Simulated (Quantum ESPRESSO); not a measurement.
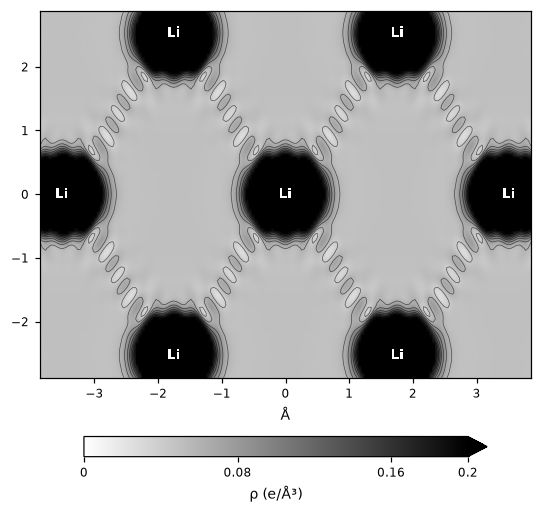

Li. Valence electron density on the (010) plane of the conventional cell.

Space group Fmmm.

All numbers below come from Quantum ESPRESSO, Kohn-Sham DFT of a periodic cell, PBE, SSSP 1.3 efficiency PBE.

Core electrons are replaced by pseudopotentials, and the valence fields are smoothed inside the atomic spheres.

```yaml
crystal:
  lattice:
    - [0.00000, 0.00000, -3.50930]
    - [-3.43911, -3.43911, 0.00000]
    - [-3.57949, 3.57949, 0.00000]
  atoms:
    - { symbol: Li, position: [0.50000, 0.50000, 0.00000] }
    - { symbol: Li, position: [0.00000, 0.50000, 0.50000] }
    - { symbol: Li, position: [0.50000, 0.00000, 0.50000] }
    - { symbol: Li, position: [0.00000, 0.00000, 0.00000] }
```

Read the bonding off the picture.

Answer. The plane passes through Li nuclei. Li–Li (3.08 Å): the density is about 0.03 e/Å³ at the midpoint. Between the atoms the lowest density in this plane is 0.03 e/Å³.
